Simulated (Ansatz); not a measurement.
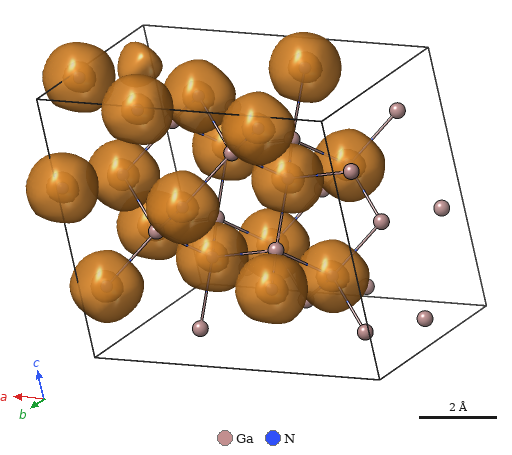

Figure. Ga₁₈N₁₇ (cell charge +1, with a compensating background) (cell with a defect). Isosurface of the ELF at 0.65 (orange), seen at an oblique angle. Core shells and regions of very low density are left out. Sticks mark near contacts.

The program warned that a starting moment wasn't kept; spin-polarised, but the moments vanished.

All numbers below come from DFT PBEsol, scalar-relativistic, plane waves, PAW in Ansatz.

Input

```
crystal:
  lattice:
    - [4.7742025077, 2.756387103, -5.1851997656]
    - [0.0, -5.512774206, -5.1851997656]
    - [-4.7742025077, 2.756387103, -5.1851997656]
  atoms:
    - { symbol: Ga, position: [0.0497509839, 0.3837259889, 0.0504332312], spin: 0.5 }
    - { symbol: Ga, position: [0.0558891159, 0.0557887351, 0.389352555] }
    - { symbol: Ga, position: [0.3892481679, 0.3893693191, 0.7223835109] }
    - { symbol: Ga, position: [0.7223189818, 0.3893549928, 0.3893139092] }
    - { symbol: Ga, position: [0.3892544841, 0.0557399274, 0.0559986271] }
    - { symbol: Ga, position: [0.0558926182, 0.7227538534, 0.7223733005] }
    - { symbol: Ga, position: [0.3888443238, 0.7222899218, 0.3889035431] }
    - { symbol: Ga, position: [0.7218483932, 0.0553398523, 0.7219775711] }
    - { symbol: Ga, position: [0.7223331347, 0.7227028835, 0.0559616907] }
    - { symbol: Ga, position: [0.7819923995, 0.1167635812, 0.105282612], spin: 0.5 }
    - { symbol: Ga, position: [0.7771449573, 0.7779550113, 0.44454118] }
    - { symbol: Ga, position: [0.1067943298, 0.115941879, 0.7837860495], spin: 0.5 }
    - { symbol: Ga, position: [0.4444768146, 0.1106584146, 0.4445632275] }
    - { symbol: Ga, position: [0.1111301458, 0.7770062516, 0.1112601389] }
    - { symbol: Ga, position: [0.7822474706, 0.4396209922, 0.7823052679], spin: 0.5 }
    - { symbol: Ga, position: [0.1111453499, 0.4446410171, 0.4436315133] }
    - { symbol: Ga, position: [0.4444678369, 0.7779646506, 0.7772514133] }
    - { symbol: Ga, position: [0.4435898753, 0.4446223701, 0.1112510132] }
    - { symbol: "N", position: [0.9305143949, 0.9306535006, 0.2627736761] }
    - { symbol: "N", position: [0.262676501, 0.2640024821, 0.5972369182] }
    - { symbol: "N", position: [0.597159186, 0.263981253, 0.262786923] }
    - { symbol: "N", position: [0.262666805, 0.9306125272, 0.9306108194] }
    - { symbol: "N", position: [0.9304962748, 0.5961699098, 0.5972491012] }
    - { symbol: "N", position: [0.2633467035, 0.5968225327, 0.2634297466] }
    - { symbol: "N", position: [0.5965519941, 0.9300384325, 0.59664973] }
    - { symbol: "N", position: [0.5971561151, 0.5961764137, 0.9305994483] }
    - { symbol: "N", position: [0.9851367246, 0.3186042575, 0.317063994] }
    - { symbol: "N", position: [0.9853809025, 0.9870068762, 0.6535854127] }
    - { symbol: "N", position: [0.3171494243, 0.3185531784, 0.985199019] }
    - { symbol: "N", position: [0.6534664997, 0.3188631564, 0.6535179986] }
    - { symbol: "N", position: [0.3190638964, 0.9856846747, 0.3191779] }
    - { symbol: "N", position: [0.985143601, 0.6504558551, 0.9851820596] }
    - { symbol: "N", position: [0.3190791663, 0.6525444303, 0.652292457] }
    - { symbol: "N", position: [0.653469482, 0.9868907661, 0.9854779113] }
    - { symbol: "N", position: [0.6522296426, 0.6525278635, 0.3191361812] }
  host:
    lattice:
      - [3.1828016718, 0.0, 0.0]
      - [-1.5914008359, 2.756387103, 0.0]
      - [0.0, 0.0, 5.1851997656]
    atoms:
      - { symbol: Ga, position: [0.6666666667, 0.3333333333, 0.4991747701] }
      - { symbol: Ga, position: [0.3333333333, 0.6666666667, 0.9991747701] }
      - { symbol: "N", position: [0.6666666667, 0.3333333333, 0.8758252299] }
      - { symbol: "N", position: [0.3333333333, 0.6666666667, 0.3758252299] }
total_charge: 1
basis:
  ecutwfc: 420
  xc_grid: 2
kpoints:
  mp_grid: { grid: [2, 2, 2], shift: [0.5, 0.5, 0.5] }
hamiltonian:
  xc: pbesol
scf:
  occupations: { method: gaussian, width: 0.02 }
  lower_state_search: "off"
output:
  forces: true
  stress: false
  eigenvalues: true
  populations: true
  charged_corrections:
    defect_position: [0.93028048, 0.26361381, 0.93028048]
    epsilon: [[10.0979, 0.0, 0.0], [0.0, 10.0979, 0.0], [0.0, 0.0, 11.201]]
  write_density: true
  write_potential: true
  elf: true
  volumetric_format: npy
magnetization:
  spin_polarized: true
relax:
  adjacent_minimum: "off"
  f_tol: 0.03
  max_steps: 40
```

Launched as:

```sh
ansatz run input.yaml --threads 8 --pin off --max-ram 16384MiB --backend cpu --events-out ev --progress --plain --runs-dir out
```

The fields are those of the run's last geometry, not of the input's.

Q: Identify the bonds, lone pairs and shells in this picture.

A: The surface consists of 17 regions wrapped around N (the valence shell of each) and one pocket between the atoms, centred on no nucleus (multi-centre or interstitial), counted in one cell of 35 atoms. Any copies at cell faces, edges or corners count once. Along the contacts the grid gives the following. Ga–N (1.93 Å): the ELF peaks at about 0.85 in the valence shell of N, 0.7 Å from its nucleus, and is about 0.50 at the midpoint. Ga–N (1.97 Å): the ELF peaks at about 0.85 in the valence shell of N, 0.7 Å from its nucleus, and is about 0.45 at the midpoint.

Q: Does the calculation make it a metal, or give it a gap?

A: It is gapped, with a Kohn–Sham gap of 2.5 eV on the k-point mesh, an upper bound to the gap of this method.
